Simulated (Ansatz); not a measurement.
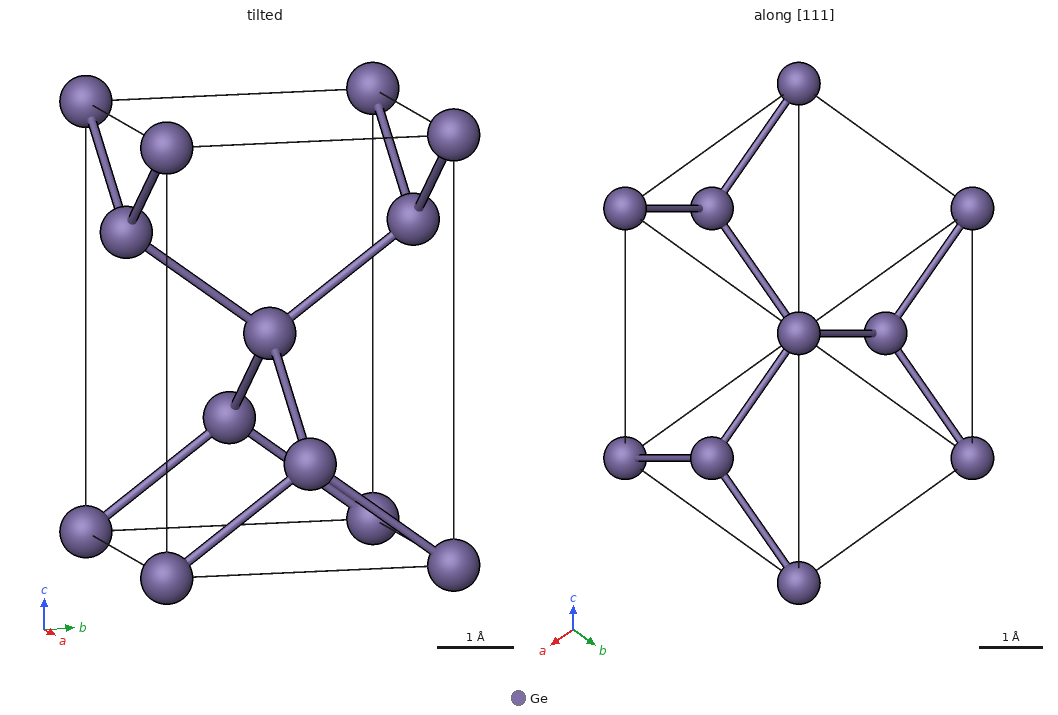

An orthographic ball-and-stick view of the structure, slightly off an axis and along [111]. One conventional unit cell is framed, with atoms on its boundary repeated.

The element is germanium. Space group: I4_1/amd (No. 141). Lattice: body-centred tetragonal. The cell holds four atoms. Each Ge is bonded to four Ge in a tetrahedral arrangement at about 2.4 Å. The bonds build a three-dimensional framework.

Provenance: a structure listed in the Materials Project. It was relaxed with DFT r2SCAN, scalar-relativistic, plane waves, PAW (Ansatz) under a constraint or pressure on the cell, so some stress remains.
